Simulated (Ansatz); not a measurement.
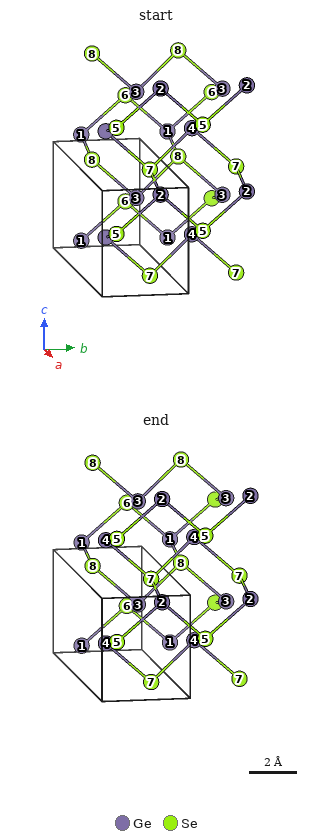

The structure of a crystal of GeSe (set up in Pnma) before (top) and after (bottom) a relaxation, at one scale.

Style: ball-and-stick. Shown: the cell of the calculation, repeated 1 × 2 × 2 with one cell outlined, slightly off an axis.

Level of theory: DFT PBE, scalar-relativistic, plane waves, PAW (Ansatz 0.2.0).

The input:
```yaml
crystal:
  lattice:
    - [11.25603494, 0.0, 0.0]
    - [0.0, 3.78718786, 0.0]
    - [0.0, 0.0, 4.66436352]
  atoms:
    - { symbol: Ge, position: [0.12909864, 0.25, 0.11900173] }
    - { symbol: Ge, position: [0.87090136, 0.75, 0.88099827] }
    - { symbol: Ge, position: [0.37090136, 0.75, 0.61900173] }
    - { symbol: Ge, position: [0.62909864, 0.25, 0.38099827] }
    - { symbol: Se, position: [0.84927919, 0.25, 0.51546856] }
    - { symbol: Se, position: [0.15072081, 0.75, 0.48453144] }
    - { symbol: Se, position: [0.65072081, 0.75, 0.01546856] }
    - { symbol: Se, position: [0.34927919, 0.25, 0.98453144] }
basis:
  ecutwfc: 420
kpoints:
  mp_grid: { grid: [4, 8, 6] }
hamiltonian:
  xc: pbe
scf:
  occupations: { method: gaussian, width: 0.02 }
output:
  forces: true
  stress: true
  eigenvalues: true
relax:
  adjacent_minimum: "off"
  f_tol: 0.005
  max_steps: 80
  cell: { stress_tol: 0.05 }
```

Launched with:
```bash
ansatz run input.yaml --threads 2 --pin off --max-ram 5120MiB --backend cpu --events-out ev --progress --plain --runs-dir out
```

Question: What changed between the two?

Answer: The energy falls by 47.8 meV per cell of the calculation in 6 accepted moves (7 points after the start). The largest force component goes from 0.22 to 0.0029 eV/Å. Pressure: 1.44 GPa at the start and −0.03 GPa at the end. The SCF was repeated once at an unchanged geometry on a basis and grid sized afresh for the cell, which shifted the energy by 0.2 meV per cell of the calculation at most. The largest moves relative to the cell, 0.082 Å, are those of Se5, Se6, Se7 and Se8. Se5 goes roughly along [1 0 −3]. By element the largest moves are Se 0.082 Å, Ge 0.028 Å. Cell: a 11.256 → 11.194 Å (−0.5 %), b 3.787 → 3.880 Å (+2.4 %), c 4.664 → 4.534 Å (−2.8 %). Volume −1.0 %. Among the contacts that change: Ge1–Se6 2.560 → 2.605 Å, Ge1–Se8 2.556 → 2.587 Å. The space group stays Pnma (No. 62). The run took 4.3 min on 2 threads of AMD EPYC 7R43 64-Core Processor (Zen 3), on a shared host, peak memory 0.96 GiB.
